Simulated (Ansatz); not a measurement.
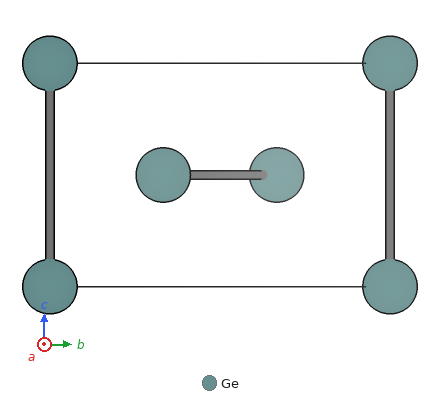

Ge (P6/mmm, No. 191): the geometry given to an electronic-structure calculation, possibly off equilibrium; the starting structure was generated, so it need not be a known form of this composition.

```
Ge
1.0
     4.94692    0.00000    0.00000
    -2.47346    4.28416    0.00000
     0.00000    0.00000    2.81217
Ge
3
Direct
  0.00000 0.00000 0.00000
  0.33333 0.66667 0.50000
  0.66667 0.33333 0.50000
```

Q: What will a map of the projected electrostatic potential along [100] show? Computed as the sum of neutral-atom potentials (tabulated electron scattering factors, B = 0.5 Å²) projected along the beam and smoothed by 0.25 Å; brighter is more positive. The display is stretched by a gamma of 0.7; percentages refer to the linear signal.

A: The columns repeat on a rectangular net of 2.81 × 4.28 Å (plane group p2mm). All columns are alike (Ge). The shortest distance between visible columns is 1.43 Å in projection. Along the beam the structure repeats every 4.95 Å.

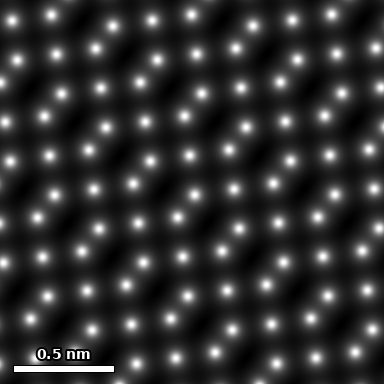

The simulated image.
